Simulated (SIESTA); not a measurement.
# A series of single points on InP

System: InP (F-43m, 2 atoms in the cell).
Method: Kohn-Sham DFT of a periodic cell, PBE, PseudoDojo 0.4 standard, converted to PSML, no spin polarisation (SIESTA 5.4.2).

The 7 runs differ only in the geometry, by an even scaling of the cell at fixed fractional positions. The structure derives from an entry of the Crystallography Open Database.

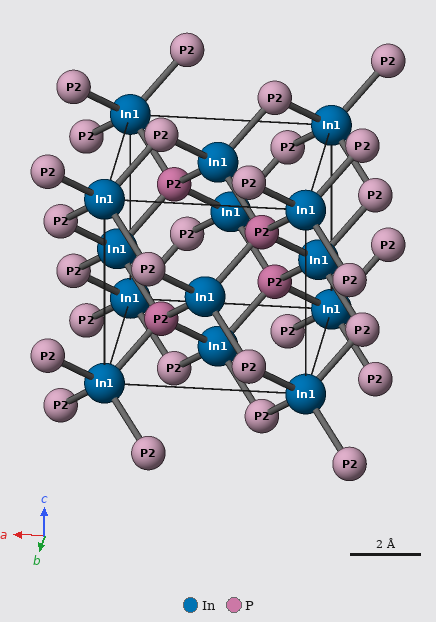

Figure 1. The structure of run 4 (ball-and-stick view of the cell 4 times as large as that of the calculation, set on its symmetry axes, seen at an oblique angle; neighbours outside the cell are drawn fainter; atoms are numbered from 1 in the order of the input). An atom can appear more than once, as a periodic image.

### Input of run 4
```
SystemName                      InP
SystemLabel                     InP
NumberOfSpecies                 2
NumberOfAtoms                   2
%block ChemicalSpeciesLabel
  1  49 In
  2  15 P
%endblock ChemicalSpeciesLabel

LatticeConstant                 1.0 Ang
%block LatticeVectors
     0.0000000000     2.9305000000     2.9305000000
     2.9305000000     0.0000000000     2.9305000000
     2.9305000000     2.9305000000     0.0000000000
%endblock LatticeVectors
AtomicCoordinatesFormat         Fractional
%block AtomicCoordinatesAndAtomicSpecies
     0.0000000000     0.0000000000     0.0000000000  1  In
     0.7500000000     0.7500000000     0.7500000000  2  P
%endblock AtomicCoordinatesAndAtomicSpecies

%block kgrid.MonkhorstPack
    8   0   0  0.0
    0   8   0  0.0
    0   0   8  0.0
%endblock kgrid.MonkhorstPack
XC.Functional                   GGA
XC.Authors                      PBE
PAO.BasisSize                   DZP
PAO.EnergyShift                 0.003 Ry
Mesh.Cutoff                     500 Ry
OccupationFunction              FD
ElectronicTemperature           0.05 eV
MaxSCFIterations                120
SCF.MustConverge                false
SCF.Mixer.Method                Pulay
SCF.Mixer.Weight                0.25
SCF.Mixer.History               8
SCF.DM.Tolerance                5.0e-05
SCF.H.Tolerance                 1.0e-03 eV
WriteForces                     true
Charge.Mulliken                 end
%block PAO.Basis
  In 4
  n=5 0 2
    6.996 0.000
  n=5 1 2
    9.500 0.000
  n=4 2 2
    4.106 0.000
  n=5 2 1
    9.500
%endblock PAO.Basis
```

Command:
```bash
siesta InP.fdf > InP.out 2>&1
```

Run 6 differs from it as follows:
```diff
-     0.0000000000     2.9305000000     2.9305000000
-     2.9305000000     0.0000000000     2.9305000000
-     2.9305000000     2.9305000000     0.0000000000
+     0.0000000000     2.9690636329     2.9690636329
+     2.9690636329     0.0000000000     2.9690636329
+     2.9690636329     2.9690636329     0.0000000000
```

### Results, with one run withheld

| run | volume per atom (Å³) | free energy per atom, from the lowest run given (meV) | pressure (GPa) | gap on the mesh (eV) |
| --- | --- | --- | --- | --- |
| 1 | 23.657 | 72.81 | 9.10 | 1.25 |
| 2 | 24.160 | 47.46 | 7.10 | 1.12 |
| 3 | 24.663 | 28.11 | 5.25 | 0.99 |
| 4 | 25.167 | 14.24 | 3.63 | 0.86 |
| 5 | 25.670 | 5.22 | 2.13 | 0.74 |
| 6 | 26.173 | ? | ? | ? |
| 7 | 26.677 | 0.00 | −0.36 | 0.50 |

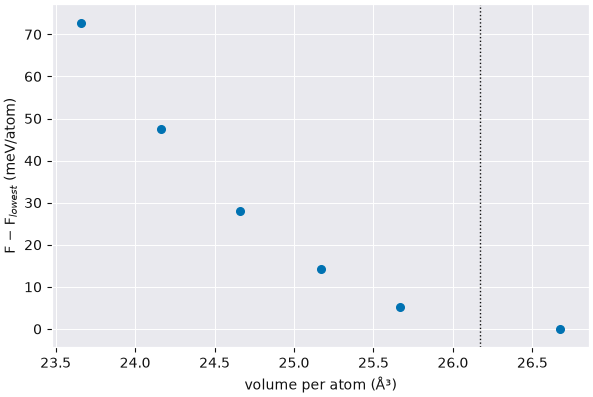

Figure 2. Free energy per atom of the runs given; the dotted line marks run 6.

What should run 6 give?

A cubic polynomial in V^(−2/3) (the Birch–Murnaghan form), fitted to the 6 runs given, misses them by at most 0.02 meV per atom. With x = V^(−2/3) − 0.11707 Å⁻², it reads F = 19.177 + 8490.3 x + 9.3891e+05 x² + 2.0028e+06 x³ (meV per atom). At run 6 it gives 0.63 meV per atom, and the run itself gives 0.67. The slope of the fit gives a pressure −dF/dV of 0.81 GPa there, and the run prints 0.82 GPa. The fit has its minimum at 26.508 Å³ per atom, where V d²F/dV² gives 61.9 GPa: the bulk modulus at this level, since symmetry fixes the shape and the positions. The gap on the mesh goes, without turning, from 1.25 eV in run 1 to 0.50 eV in run 7; run 6 has 0.62 eV. These are gaps of this functional on this mesh, which can miss the band edges; they aren't the measured gap.

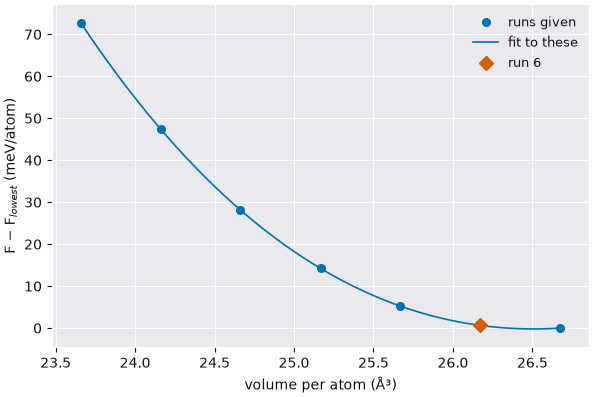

Figure 3. The fit and the withheld run.

### Some lines of the output (run 6)
```
[...]
outcell: Cell volume (Ang**3)        :     52.3466
stepf: Fermi-Dirac step function
siesta: Etot    =     -1996.150941
siesta: FreeEng =     -1996.150942
        iscf     Eharris(eV)        E_KS(eV)     FreeEng(eV)     dDmax    Ef(eV) dHmax(eV)
siesta: E_KS(eV) =            -1996.7778
siesta: E_KS - E_eggbox =     -1996.7778
siesta: Etot    =     -1996.777763
siesta: FreeEng =     -1996.777775
siesta:         Fermi =      -4.763044
siesta: Cell volume =         52.346604 Ang**3
    Orbital volume contribution        =           2.771299 eV
```

Notes: Points of doubt noted for this run: mulliken charges of long orbitals. With a small basis of atomic orbitals these values can differ much from converged plane-wave results.
